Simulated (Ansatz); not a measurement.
**Single-point calculation, with input and output: V2O3 (part 2 of 2)**

The same run, continued: V2O3 (10 atoms in the cell); DFT PBE, scalar-relativistic, plane waves, PAW, spin-polarised (Ansatz 0.2.0); cutoff 420 eV, 9×9×7 k-mesh, Gaussian smearing of 0.1 eV, collinear spins. The structure derives from an entry of the Crystallography Open Database. It belongs to a series of runs on one base structure; here: bulk in the cell of the (0 0 1) plane.

Geometry of the input (Å; fractional positions):
```
4.8528  0.0000  0.0000
2.4268  4.2024  0.0000
0.0004  -2.8012  4.7708
V  0.8403  0.3192  0.9789
V  0.6596  0.6808  0.5211
V  0.1597  0.6808  0.0211
V  0.3404  0.3192  0.4789
O  0.0743  0.5000  0.2500
O  0.7500  0.1757  0.2500
O  0.9257  0.5000  0.7500
O  0.2500  0.8243  0.7500
O  0.5744  0.1756  0.7500
O  0.4256  0.8244  0.2500
```

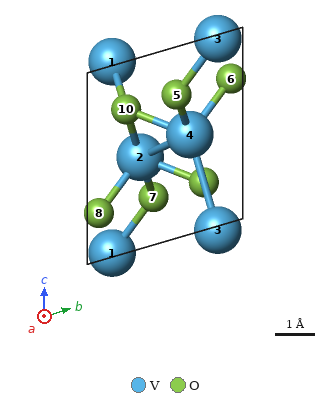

The structure as given in the input (ball-and-stick view of the reduced cell, along the a axis; atoms are numbered from 1 in the order of the input). An atom can appear more than once, as a periodic image.

Output, continued:
```
SCF iter   1: F=—  HF=-15060.021057 eV  |F-HF|=—  |Δ(HF+E_count)|=         —  Δρ=4.80e-2 (↑4.80e-2 ↓2.69e-2)  dr2=3.93e0  dr2_m=4.39e-1  M=4.365 μB ∫|m|=4.500 μB  β_m=0.30  ethr=3.10e-3  ⟨swp⟩=5.0  Hψ=107569  notcnv=0
Mixer restart at iter 1: flushing history
preconditioner: auto → Kerker (q_TF=auto, 2.683 Å⁻¹)  [metal: Δε(μ)=0.004 eV  Ē_g=9.732 eV  σ=0.100 eV  W_gap=0.02  n_scr=34 (ndim 8)  ℏωp=28.2 eV  f_vac=0.000  D(μ)=2.64/eV (n_scr^D=14)]
spin=Collinear: Kerker preconditioning applied to the charge; magnetization (m = ρ↑ − ρ↓) channel mixes plain (no charge-response kernel on spin).
SCF iter   2: F=—  HF=-15061.383249 eV  |F-HF|=—  |Δ(HF+E_count)|=    1.36e0  Δρ=3.34e-2 (↑3.34e-2 ↓2.02e-2)  dr2=2.25e0  dr2_m=2.32e-1  M=4.398 μB ∫|m|=4.534 μB  β_m=0.65  ethr=3.10e-3  ⟨swp⟩=2.0  Hψ=41520  notcnv=0  defer=2096
SCF iter   3: F=—  HF=-15062.142763 eV  |F-HF|=—  |Δ(HF+E_count)|=   7.60e-1  Δρ=7.78e-3 (↑7.78e-3 ↓6.61e-3)  dr2=3.58e-1  dr2_m=3.64e-3  M=4.499 μB ∫|m|=4.668 μB  β_m=0.72  ethr=2.56e-3  ⟨swp⟩=2.0  Hψ=48755  notcnv=0  defer=2096
SCF iter   4: F=—  HF=-15062.048758 eV  |F-HF|=—  |Δ(HF+E_count)|=   9.40e-2  Δρ=5.95e-3 (↑5.95e-3 ↓4.19e-3)  dr2=8.67e-2  dr2_m=2.56e-3  M=4.503 μB ∫|m|=4.676 μB  β_m=0.86  ethr=4.07e-4  ⟨swp⟩=2.7  Hψ=59834  notcnv=0  defer=2559
SCF iter   5: F=—  HF=-15062.094963 eV  |F-HF|=—  |Δ(HF+E_count)|=   4.62e-2  Δρ=1.40e-3 (↑1.40e-3 ↓1.32e-3)  dr2=7.33e-3  dr2_m=7.34e-5  M=4.498 μB ∫|m|=4.670 μB  β_m=0.88  ethr=9.85e-5  ⟨swp⟩=2.0  Hψ=51896  notcnv=0  defer=2583
SCF iter   6: F=—  HF=-15062.097684 eV  |F-HF|=—  |Δ(HF+E_count)|=   2.72e-3  Δρ=8.95e-4 (↑8.95e-4 ↓5.79e-4)  dr2=1.82e-3  dr2_m=5.46e-5  M=4.500 μB ∫|m|=4.672 μB  β_m=0.94  ethr=8.33e-6  ⟨swp⟩=2.6  Hψ=56640  notcnv=0  defer=2583
SCF iter   7: F=—  HF=-15062.098984 eV  |F-HF|=—  |Δ(HF+E_count)|=   1.30e-3  Δρ=1.77e-4 (↑1.74e-4 ↓1.77e-4)  dr2=1.15e-4  dr2_m=4.80e-6  M=4.498 μB ∫|m|=4.669 μB  β_m=0.97  ethr=2.07e-6  ⟨swp⟩=2.0  Hψ=44639  notcnv=0  defer=2583
SCF iter   8: F=—  HF=-15062.099151 eV  |F-HF|=—  |Δ(HF+E_count)|=   1.67e-4  Δρ=5.89e-5 (↑5.89e-5 ↓4.66e-5)  dr2=7.64e-6  dr2_m=2.21e-7  M=4.497 μB ∫|m|=4.667 μB  β_m=0.99  ethr=1.31e-7  ⟨swp⟩=2.0  Hψ=46369  notcnv=0  defer=2583
SCF iter   9: F=—  HF=-15062.099162 eV  |F-HF|=—  |Δ(HF+E_count)|=   1.08e-5  Δρ=3.98e-5 (↑3.98e-5 ↓2.17e-5)  dr2=2.69e-6  dr2_m=1.92e-7  M=4.497 μB ∫|m|=4.667 μB  β_m=0.90  ethr=8.68e-9  ⟨swp⟩=2.1  Hψ=51324  notcnv=0  defer=2583
SCF iter  10: F=—  HF=-15062.099162 eV  |F-HF|=—  |Δ(HF+E_count)|=   5.24e-7  Δρ=1.28e-5 (↑1.28e-5 ↓8.91e-6)  dr2=3.28e-7  dr2_m=1.77e-8  M=4.497 μB ∫|m|=4.667 μB  β_m=0.86  ethr=3.05e-9  ⟨swp⟩=2.2  Hψ=54654  notcnv=0  defer=2583
SCF iter  11: F=—  HF=-15062.099162 eV  |F-HF|=—  |Δ(HF+E_count)|=   7.96e-8  Δρ=3.01e-6 (↑3.01e-6 ↓2.27e-6)  dr2=1.89e-8  dr2_m=9.42e-10  M=4.497 μB ∫|m|=4.667 μB  β_m=0.87  ethr=3.73e-10  ⟨swp⟩=2.4  Hψ=50448  notcnv=0  defer=2583
SCF iter  12: F=-15062.099162 eV  HF=-15062.099162 eV  |F-HF|=3.82e-9  |Δ(HF+E_count)|=   7.49e-9  Δρ=1.34e-6 (↑1.34e-6 ↓9.59e-7)  dr2=6.17e-9  dr2_m=1.42e-10  M=4.497 μB ∫|m|=4.667 μB  ethr=2.15e-11  ⟨swp⟩=11.2  Hψ=194371  notcnv=0
SCF 1 converged in 12 iterations: F = -15062.099162 eV  dr2 = 6.17e-9
  greatest PAW one-centre occupation: 1.000 electrons in one spin orbital (limit 2), on the V atom at site 3 (counted from 0), in its partial waves of l = 0
SCF converged after 12 iterations
Magnetization: 4.4975 μB (46.2487 up, 41.7513 down)
Absolute magnetization: 4.6699 μB (∫|ρ↑−ρ↓|, with the PAW one-centre terms)
Spin contamination: 0.0849 ħ² per cell (⟨S²⟩ above its minimum at these occupations)
Per-site moments (μB) at R_I (Å): [(0.849540895164203, 0.8126107634805204), (0.8495479312955458, 0.8126107634805201), (0.8495408951642032, 0.8126107634805206), (0.8495479312955462, 0.8126107634805202), (-0.0034715142464561573, 0.812662592949172), (-0.0035609597183918983, 0.8126625929491722), (-0.003471514246456131, 0.8126625929491724), (-0.003560959718392106, 0.8126625929491723), (-0.0036049780191357303, 0.8126107634805201), (-0.003604978019135593, 0.8126107634805202)]
Free energy (F): -15062.099162 eV
Harris-Foulkes:  -15062.099162 eV  (|F-HF|=3.82e-9)
Internal energy: -15062.089989 eV  (E = F + TS)
E sigma→0 (E₀):  -15062.094576 eV
Entropy (-TS):   -0.009173 eV (-0.917 meV/atom)
Fermi energy:    13.523851 eV
--- Per-component energies (eV) ---
  E_band       = -716.938667
  E_kinetic    = 2397.086800
  E_local      = -6063.514241  (includes V_loc(G=0)·N_el)
  E_nonlocal   = 103.264819
  E_hartree    = 2536.595327
  E_xc         = -963.887498
  E_vxc        = -1225.890395  (∫ρ·V_xc dr)
  E_paw        = -5397.958039  (= ΣΔE_a)
  E_vpaw       = -1001.091796  (= ΣTr[D̂ρ^β])
  E_aug_tail   = 0.015866  (compensation charges beyond the density's cutoff)
  E_ewald      = -7673.693023
  E_smearing   = -0.009173  (= −TS)
  E_closure    = 0.000000  (closes the sum)
  Σ components = -15062.099162   (vs F -15062.099162, Δ=0.00e0)
--- Forces (eV/Å), atoms counted from 1 ---
  atom   1  V      0.00171897    -0.00038185    -0.00097558
  atom   2  V     -0.00260901    -0.00260748     0.00097681
  atom   3  V     -0.00171897     0.00038185     0.00097558
  atom   4  V      0.00260901     0.00260748    -0.00097681
  atom   5  O     -0.00087290    -0.00043824     0.00000100
  atom   6  O      0.00066598     0.00053228    -0.00024160
  atom   7  O      0.00087290     0.00043824    -0.00000100
  atom   8  O     -0.00066598    -0.00053228     0.00024160
  atom   9  O     -0.00049450     0.00115567    -0.00017908
  atom  10  O      0.00049450    -0.00115567     0.00017908
  max |Σ_I F_I| component: 0.00e0 eV/Å
--- Stress (GPa, compression-positive) ---
       -0.012531      -0.003164      -0.013552
       -0.003162      -0.010073      -0.009906
       -0.013553      -0.009906       0.014565
  P = ⅓ Tr σ = -0.0027 GPa (-0.027 kbar)
--- Band table (eV; the first three rows and the last of 568) ---
  k-point 0 ↑: bands = ["-52.2045", "-52.1516", "-52.1450", "-52.1000", "-26.2561", "-26.2560", "-26.1893", "-26.1892", "-26.1426", "-26.0087", "-25.9965", "-25.9961", "-25.9895", "-25.9890", "-25.7201", "-25.6805", "-7.4183", "-6.0829", "-6.0817", "-5.8486", "-5.6851", "-5.6841", "5.2289", "5.9677", "5.9679", "6.5857", "6.5862", "6.6039", "7.1506", "7.1510", "7.2286", "7.2303", "7.8326", "7.9210", "8.5811", "9.4968", "9.4971", "9.9192", "10.2349", "10.2356", "11.9661", "12.5536", "12.5538", "12.8206", "12.8208", "12.9415", "12.9419", "13.6941", "14.2035", "14.2037", "14.7524", "15.0817", "15.4262", "15.4277", "15.4849", "15.4854"]
  k-point 1 ↑: bands = ["-52.2027", "-52.1594", "-52.1376", "-52.1014", "-26.2538", "-26.2536", "-26.1940", "-26.1939", "-26.1330", "-26.0103", "-25.9948", "-25.9944", "-25.9888", "-25.9884", "-25.7236", "-25.6857", "-7.3498", "-6.0640", "-6.0629", "-5.9387", "-5.7056", "-5.7047", "5.4012", "6.0035", "6.0037", "6.5826", "6.5830", "6.5833", "7.0768", "7.0768", "7.3327", "7.3340", "7.6182", "8.0554", "8.6585", "9.3809", "9.3812", "9.5771", "10.1676", "10.1680", "12.2214", "12.6259", "12.6260", "12.8673", "12.8674", "12.9814", "12.9816", "13.7187", "14.2111", "14.2113", "14.6899", "14.9563", "15.4197", "15.4209", "15.5835", "15.5843"]
  k-point 2 ↑: bands = ["-52.1977", "-52.1699", "-52.1282", "-52.1053", "-26.2468", "-26.2467", "-26.2059", "-26.2058", "-26.1070", "-26.0184", "-25.9911", "-25.9907", "-25.9874", "-25.9870", "-25.7294", "-25.6994", "-7.1539", "-6.1823", "-6.0106", "-6.0095", "-5.7627", "-5.7617", "5.8763", "6.1053", "6.1054", "6.5341", "6.5344", "6.6032", "7.0778", "7.0780", "7.2209", "7.4114", "7.4127", "8.3641", "8.4337", "9.0971", "9.2288", "9.2291", "9.9227", "9.9228", "12.7304", "12.7486", "12.7491", "12.9809", "12.9810", "13.1455", "13.1460", "13.7697", "14.1375", "14.1376", "14.5394", "14.6360", "15.5620", "15.5632", "15.7794", "15.7803"]
  k-point 283 ↓: bands = ["-51.1000", "-51.0902", "-51.0488", "-51.0405", "-25.2961", "-25.2724", "-25.0910", "-25.0397", "-24.9755", "-24.9670", "-24.9178", "-24.9041", "-24.8526", "-24.8494", "-24.7733", "-24.7537", "-6.5262", "-6.3340", "-6.1433", "-6.0433", "-5.9250", "-5.8156", "5.8236", "6.2307", "6.4679", "6.5128", "6.8259", "7.1455", "7.2665", "7.4235", "7.6894", "7.7837", "8.1001", "8.4715", "8.5166", "8.7971", "8.8243", "9.4251", "9.7139", "9.8641", "12.8813", "13.0514", "14.0207", "14.1468", "14.3341", "14.4429", "14.9819", "15.1773", "15.2176", "15.2712", "15.4892", "15.5646", "16.0868", "16.3121", "16.4668", "16.7769"]
--- Löwdin populations: 10 sites ---
  site symbol       q [e]    m [muB]
     0      V     11.8572     1.1321
     1      V     11.8572     1.1321
     2      V     11.8572     1.1321
     3      V     11.8572     1.1321
     4      O      6.7090    -0.0099
     5      O      6.7090    -0.0100
     6      O      6.7090    -0.0099
     7      O      6.7090    -0.0100
     8      O      6.7088    -0.0101
     9      O      6.7088    -0.0101
  spilling = 0.003609 (of n_electrons = 88.000000)
```

File populations.tsv:
```
# site	symbol	l	j	q_up	q_dn
# orbitals = lowdin
# n_electrons = 88.000000
# spilling = 0.003609
0	V	0_3S	-	0.993544	0.993552
0	V	0_4S	-	0.193555	0.183436
0	V	1_3P	-	2.995149	2.994793
0	V	2_3D	-	2.312387	1.190739
1	V	0_3S	-	0.993544	0.993552
1	V	0_4S	-	0.193555	0.183436
1	V	1_3P	-	2.995149	2.994793
1	V	2_3D	-	2.312403	1.190747
2	V	0_3S	-	0.993544	0.993552
2	V	0_4S	-	0.193555	0.183436
2	V	1_3P	-	2.995149	2.994793
2	V	2_3D	-	2.312387	1.190739
3	V	0_3S	-	0.993544	0.993552
3	V	0_4S	-	0.193555	0.183436
3	V	1_3P	-	2.995149	2.994793
3	V	2_3D	-	2.312403	1.190747
4	O	0_2S	-	0.878690	0.878411
4	O	1_2P	-	2.470875	2.481072
5	O	0_2S	-	0.878691	0.878414
5	O	1_2P	-	2.470807	2.481109
6	O	0_2S	-	0.878690	0.878411
6	O	1_2P	-	2.470875	2.481072
7	O	0_2S	-	0.878691	0.878414
7	O	1_2P	-	2.470807	2.481109
8	O	0_2S	-	0.878663	0.878390
8	O	1_2P	-	2.470695	2.481061
9	O	0_2S	-	0.878663	0.878390
9	O	1_2P	-	2.470695	2.481061
```

Key numbers:

```csv
quantity,value
outcome,converged
space group (tolerance 0.01 Å),R-3c (167)
electrons treated,88
free energy,−15062.0992 eV
Fermi energy,13.524 eV
gap on the k-point mesh,none (metallic)
net moment of the cell,4.50 μB
integrated absolute moment,4.67 μB
pressure,0.00 GPa
largest force (length of the vector),0.004 eV/Å
hardware,"4 threads of Intel Xeon (Granite Rapids), 192 GiB of memory available, shared host"
wall time,41 s (CPU time 2.6 min)
peak memory,2 GiB
```

Notes:

The program warns: the k-point mesh lowers the symmetry that the run can use.
